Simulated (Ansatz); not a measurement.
# A series of single points on Ag

System: Ag (Fm-3m, 1 atom in the cell).
Method: Kohn-Sham DFT of a periodic cell, HISS, Ansatz PAW, no spin polarisation (Ansatz 0.2.0).

The 5 runs differ only in the geometry, by an even scaling of the cell at fixed fractional positions. The structure derives from an entry of the Crystallography Open Database.

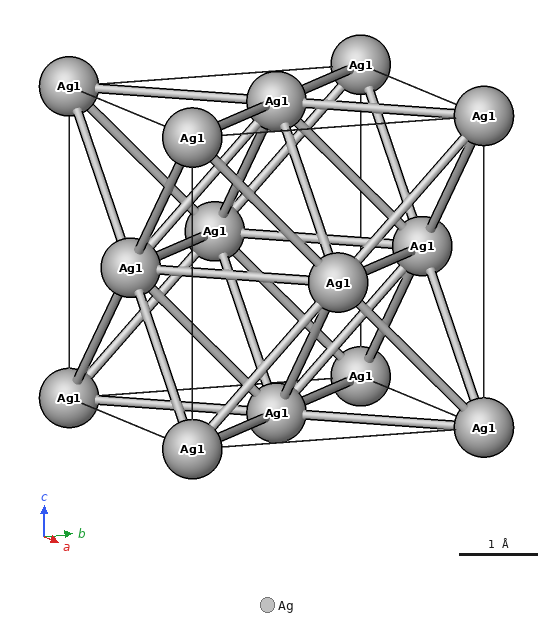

Figure 1. The structure of run 3 (ball-and-stick view of the cell 4 times as large as that of the calculation, set on its symmetry axes, seen slightly off an axis; atoms are numbered from 1 in the order of the input).

### Input of run 3
```yaml
crystal:
  lattice:
    - [0.0, 2.04275, 2.04275]
    - [2.04275, 0.0, 2.04275]
    - [2.04275, 2.04275, 0.0]
  atoms:
    - { symbol: Ag, position: [0.0, 0.0, 0.0] }
hamiltonian:
  xc: hiss
  pseudopotentials: { kind: paw }
kpoints:
  mp_grid: { grid: [6, 6, 6] }
scf:
  occupations: { method: fermi_dirac, width: 0.05 }
  exx: { singularity: none }
output:
  forces: true
  stress: true
  eigenvalues: true
```

Command:
```bash
ansatz run input.yaml --threads 2 --pin off --max-ram 5632MiB --backend cpu --events-out ev --progress --plain --runs-dir out
```

Lattice vectors (Å) and fractional positions of run 3:
```
   0.000000    2.042750    2.042750
   2.042750    0.000000    2.042750
   2.042750    2.042750    0.000000
Ag  0.000000  0.000000  0.000000
```

Run 2 differs from it as follows:
```diff
-    - [0.0, 2.04275, 2.04275]
-    - [2.04275, 0.0, 2.04275]
-    - [2.04275, 2.04275, 0.0]
+    - [0.0, 2.0290398554, 2.0290398554]
+    - [2.0290398554, 0.0, 2.0290398554]
+    - [2.0290398554, 2.0290398554, 0.0]
```

### Results, with one run withheld

| run | volume per atom (Å³) | free energy per atom, from the lowest run given (meV) | pressure (GPa) |
| --- | --- | --- | --- |
| 1 | 16.025 | 68.98 | 13.21 |
| 2 | 16.707 | ? | ? |
| 3 | 17.048 | 12.90 | 4.92 |
| 4 | 17.389 | 4.54 | 2.96 |
| 5 | 17.730 | 0.00 | 1.37 |

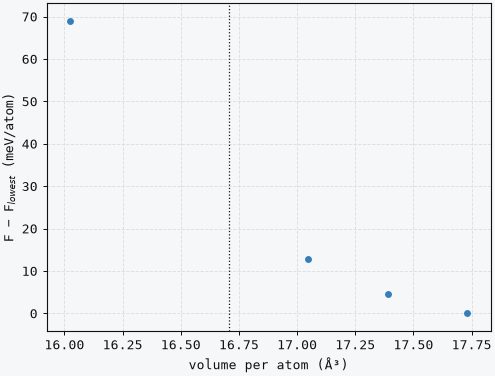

Figure 2. Free energy per atom of the runs given; the dotted line marks run 2.

Fit the runs given and predict run 2.

A quadratic polynomial in V^(−2/3) (the Birch–Murnaghan form), fitted to the 4 runs given, misses them by at most 0.15 meV per atom. With x = V^(−2/3) − 0.15109 Å⁻², it reads F = 13.663 + 5533.8 x + 5.3477e+05 x² (meV per atom). At run 2 it gives 26.30 meV per atom, and the run itself gives 25.84. The slope of the fit gives a pressure −dF/dV of 7.43 GPa there, and the run prints 7.30 GPa. The two needn't agree exactly: the fit is approximate, and the printed stress is taken on a finite basis. The fit has no minimum inside this range.

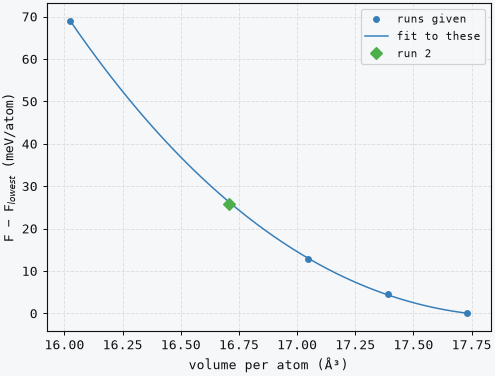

Figure 3. The fit and the withheld run.

### Output, shortened to warnings, some set-up lines, iterations and results (run 2)
```
Warning: output.stress: scf.convergence.dr2_threshold = 1e-7 eV (the SCF's general default) is looser than the 1e-10 eV advised for a printed stress (1e-10 eV for each atom of the cell: 1). What an SCF threshold leaves in a stress goes as its square root, and in the free energy as the threshold itself, and one threshold admits the most on a small cell: of the crystals measured, under no hybrid …
Warning: output.stress: scf.exx.energy_threshold = 1e-6 eV is looser than the 1e-8 eV advised for a stress under a hybrid functional (1e-8 eV for each atom of the cell: 1). Every SCF of the exchange loop can meet its threshold on dr2 while the loop round them stops early: no threshold on dr2 bounds what that leaves in the stress. Set scf.exx.energy_threshold to 1e-8 eV or tighter. The threshold …
Basis set: ecut = 420 eV, 331 PW (Γ), exchange–correlation on 40×40×40 points (8 copies of the dense FFT grid, shifted against one another)
Symmetry: 48 space group operations
k-points: 16 of 216
Initial density: superposition of atomic densities (neutral atoms: chi_scale 0, normalization atom), corrected by the library's trained network
[...]
SCF iter   1: F=—  HF=-7587.897505 eV  |F-HF|=—  |Δ(HF+E_count)|=         —  Δρ=3.67e-3  dr2=1.22e-3  ethr=1.77e-3  ⟨swp⟩=6.8  Hψ=929  notcnv=0
SCF iter   2: F=—  HF=-7587.897343 eV  |F-HF|=—  |Δ(HF+E_count)|=   1.62e-4  Δρ=1.45e-3  dr2=3.26e-4  ethr=6.42e-6  ⟨swp⟩=3.1  Hψ=571  notcnv=0  defer=1
SCF iter   3: F=—  HF=-7587.897276 eV  |F-HF|=—  |Δ(HF+E_count)|=   6.67e-5  Δρ=5.36e-4  dr2=1.56e-5  ethr=8.30e-8  ⟨swp⟩=2.0  Hψ=818  notcnv=0
SCF iter   4: F=—  HF=-7587.897294 eV  |F-HF|=—  |Δ(HF+E_count)|=   1.80e-5  Δρ=3.46e-5  dr2=7.50e-8  ethr=8.19e-8  ⟨swp⟩=2.0  Hψ=786  notcnv=0
SCF iter   5: F=—  HF=-7587.897295 eV  |F-HF|=—  |Δ(HF+E_count)|=   1.87e-7  Δρ=5.17e-6  dr2=2.26e-9  ethr=3.95e-10  ⟨swp⟩=3.0  Hψ=468  notcnv=0
[... 9 lines ...]
SCF iter   1: F=—  HF=-7589.659582 eV  |F-HF|=—  |Δ(HF+E_count)|=         —  Δρ=1.10e-4  dr2=1.96e-6  ethr=5.87e-7  ⟨swp⟩=3.4  Hψ=580  notcnv=0
SCF iter   2: F=—  HF=-7589.659582 eV  |F-HF|=—  |Δ(HF+E_count)|=   2.99e-7  Δρ=2.30e-5  dr2=4.17e-8  ethr=7.16e-9  ⟨swp⟩=3.0  Hψ=459  notcnv=0
SCF iter   3: F=—  HF=-7589.659582 eV  |F-HF|=—  |Δ(HF+E_count)|=   1.42e-7  Δρ=1.13e-5  dr2=1.42e-8  ethr=8.25e-11  ⟨swp⟩=3.1  Hψ=577  notcnv=0
SCF iter   4: F=-7589.659582 eV  HF=-7589.659582 eV  |F-HF|=1.31e-10  |Δ(HF+E_count)|=   4.54e-9  Δρ=1.26e-6  dr2=2.76e-10  ethr=6.23e-11  ⟨swp⟩=3.0  Hψ=456  notcnv=0
SCF 3 converged in 4 iterations: F = -7589.659582 eV  dr2 = 2.76e-10
  Residual-converged pass: ⟨swp⟩=2.1  Hψ=362  notcnv=0  max |occ|·‖R‖ = 2.4e-6 eV (tolerance 2.4e-6 eV)  dr2=2.76e-10  dr2_onsite=6.72e-11  max |Δocc| = 3.4e-14
hybrid outer 2: dexx = +2.282e-7 eV, tail = 1.30e-8 eV, Δε = 4.57e-3 eV (about 1.21e-4 eV left of the loop's levels)
hybrid SCF converged: 2 outer / 10 inner (+6 warm-up), last move |dexx| = 2.28e-7 eV, tail = 1.30e-8 eV
Stability not checked: this state was not tested for a lower state beside it, because the functional holds exact exchange (a hybrid, or Hartree-Fock), whose exchange loop this test does not read (fock_operator; see scf.lower_state_search)
Free energy (F): -7589.659582 eV
Frozen-core exchange: fock
Harris-Foulkes:  -7589.659582 eV  (|F-HF|=1.31e-10)
Internal energy: -7589.652080 eV  (E = F + TS)
E sigma→0 (E₀):  -7589.655831 eV
Entropy (-TS):   -0.007503 eV (-7.503 meV/atom)
Fermi energy:    17.342534 eV
--- Per-component energies (eV) ---
  E_band       = -286.388477
  E_kinetic    = 528.588612
  E_local      = -2170.672969  (includes V_loc(G=0)·N_el)
  E_nonlocal   = 82.110610
  E_hartree    = 994.743368
  E_xc         = -142.361942
  E_vxc        = -186.127391  (∫ρ·V_xc dr)
  E_exx        = -76.596229  (= α·E_x^exact, valence–valence)
  E_paw        = -3868.843361  (= ΣΔE_a)
  E_vpaw       = -376.582055  (= ΣTr[D̂ρ^β])
  E_aug_tail   = 0.000324  (compensation charges beyond the density's cutoff)
  E_ewald      = -2936.531799
  E_core_change = -0.088692  (= ΣΔE_core)
  E_smearing   = -0.007503  (= −TS)
  E_closure    = -0.000000  (closes the sum)
  Σ components = -7589.659582   (vs F -7589.659582, Δ=0.00e0)
--- Forces (eV/Å), atoms counted from 1 ---
  atom   1  Ag    -0.00000000    -0.00000000    -0.00000000
  max |Σ_I F_I| component: 6.98e-32 eV/Å
--- Stress (GPa, compression-positive) ---
        7.295478       0.000000       0.000000
        0.000000       7.295478       0.000000
        0.000000       0.000000       7.295478
  P = ⅓ Tr σ = 7.2955 GPa (72.955 kbar)
```

Warnings of the run: the exchange loop's threshold is looser than advised for the stress; the SCF threshold is looser than advised for the printed stress.
